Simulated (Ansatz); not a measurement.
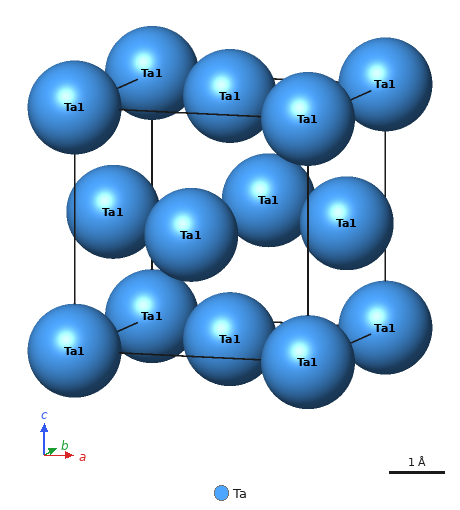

Reference structure: a symmetric starting cell of Ta (made from another compound by putting Ta in place of Pt). The picture is a spheres-only view of the conventional cell (4 times the calculation's cell), seen slightly off an axis. Lengths and directions refer to the drawn axes.

The calculation used Ansatz, DFT PBE, scalar-relativistic, plane waves, PAW. (plane-wave cutoff 420 eV; k-point mesh 16 × 16 × 16; occupations gaussian; smearing width 0.1 eV; no spin polarisation)

The variant: All lengths are scaled by −3.8 % (volume −11.0 %), the atoms keeping their fractional coordinates. No relaxation follows. The starting cell wasn't computed here and needn't be at equilibrium, so pressure and forces aren't due to the change alone.

**What does the calculation give for the changed structure?**

Near-neighbour distances before and after: Ta–Ta 3.184 → 3.063 Å. The space group stays Fm-3m (No. 225). The pressure is −12.6 GPa (not all of it need come from the change, since the unchanged cell can be under pressure at this level too). All forces vanish by symmetry.

The changed structure in the same view:

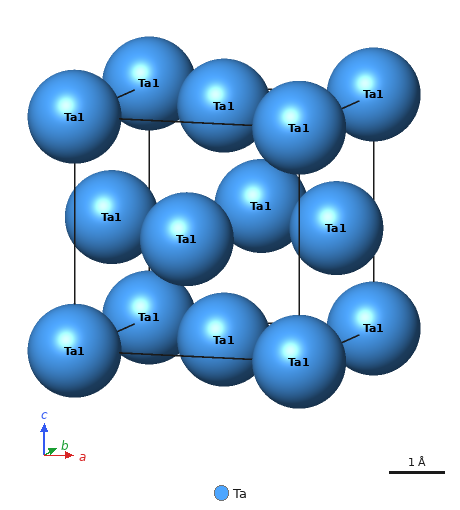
